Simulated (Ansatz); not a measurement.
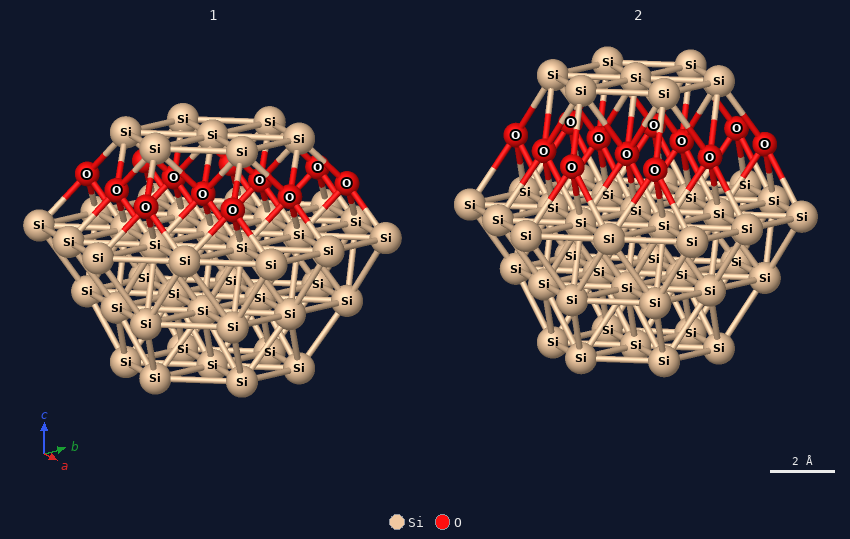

Two geometries of a crystal of Si$_{5}$O (a generated structure, set up in P-6m2) (coarse preliminary run), drawn at one scale. One is the start of a relaxation, the other its converged end. Style: ball-and-stick. Shown: the atoms within 5.8 Å of the atom that moves most (axes of the cell of the calculation), slightly off an axis.

Theory: DFT PBE, scalar-relativistic, plane waves, PAW (Ansatz 0.2.0). Settings: plane-wave cutoff 420 eV; k-point mesh 6 × 6 × 2; occupations gaussian; smearing width 0.1 eV; collinear spin; cell and atoms relaxed; force threshold 0.04 eV/Å; at most 70 steps.

Question: Which geometry has the lower energy?

Answer: Structure 1 is the relaxed one. The largest moves relative to the cell, 0.37 Å, are those of Si atoms. O stays in place. The drawn cell changes as follows: a = b 2.665 → 2.781 Å (+4.4 %), c 12.952 → 11.697 Å (−9.7 %); the volume changes by −1.6 %. Near-neighbour distances that change, for instance: Si–Si 4.265 → 3.103 Å, O–Si 2.630 → 2.233 Å, Si–Si 2.665 → 2.781 Å, Si–Si 2.662 → 2.748 Å. The space group stays P-6m2 (No. 187). Over 7 accepted moves (8 points after the start) the energy falls by 419 meV per atom. Largest force component: 2.1 eV/Å at the start, 0.011 eV/Å at the end. Pressure: −1.12 GPa at the start and 0.06 GPa at the end. The SCF was repeated once at an unchanged geometry on a basis and grid sized afresh for the cell, which shifted the energy by 1.0 meV per atom at most. The program noted that the starting moments weren't kept.

Limits of the set-up: the k-point mesh is coarse for a cell with partly filled bands.
